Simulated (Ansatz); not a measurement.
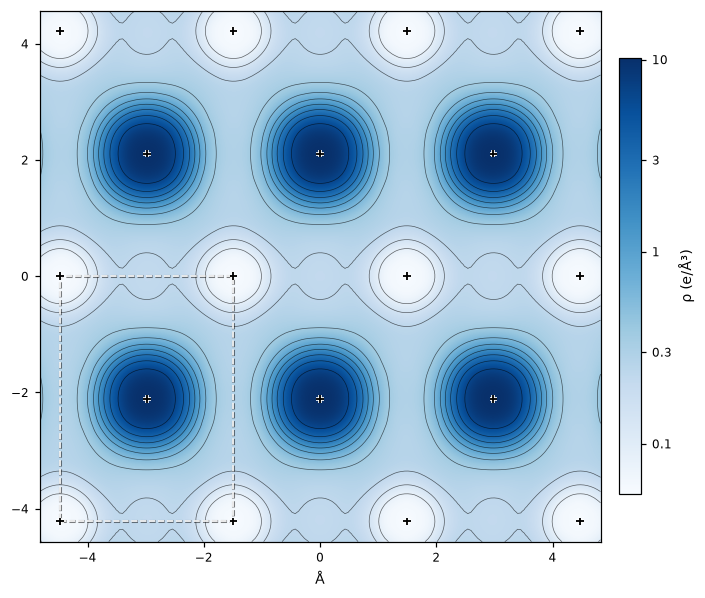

The valence electron density on a plane through atoms (crosses mark nuclei in the plane).

Computed with DFT, r2SCAN, PAW with Ansatz's default frozen-core files, scalar-relativistic; relaxation of cell and atoms (Ansatz 0.2.0).

Candidates:
A. AlRu, a = 2.98 Å, b = 2.98 Å, c = 2.98 Å, α = 90.00°, β = 90.00°, γ = 90.00°. Space group Pm-3m; computed without spin polarisation.
B. ZnO, a = 3.24 Å, b = 3.24 Å, c = 5.21 Å, α = 90.00°, β = 90.00°, γ = 120.00°. Space group P6₃mc.
C. ZnSe, a = 5.67 Å, b = 5.67 Å, c = 5.67 Å, α = 90.00°, β = 90.00°, γ = 90.00°. Space group F-43m.

**Which system is this?**

Candidate A: AlRu on the (11̄0) plane of the conventional cell, which holds Al and Ru. Al–Ru (2.58 Å): the density is about 0.36 e/Å³ at the midpoint.
